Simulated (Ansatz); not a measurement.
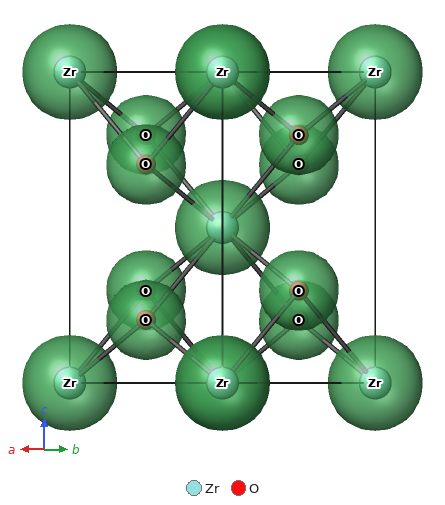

Figure 1: ZrO2. Isosurface of the valence electron density at 1.5 e/Å³ (green), seen along [110]. Sticks mark near contacts.

Space group P4₂/nmc; computed pressure about 11 GPa in this cell.

Method: Kohn-Sham DFT of a periodic cell, PBE, Ansatz PAW large core (Ansatz).

Question: How is the density connected at this value?

Answer: At this value the density breaks into separate islands; it holds about 60 % of the electrons treated as valence (semicore included). It bridges none of the near contacts. It is pinched off along the shortest Zr–O (2.07 Å) and Zr–O (2.35 Å) contacts. On the grid the lowest density along these lines, outside the cores, is 0.72 e/Å³ (Zr–O, 2.07 Å) and 0.36 e/Å³ (Zr–O, 2.35 Å).
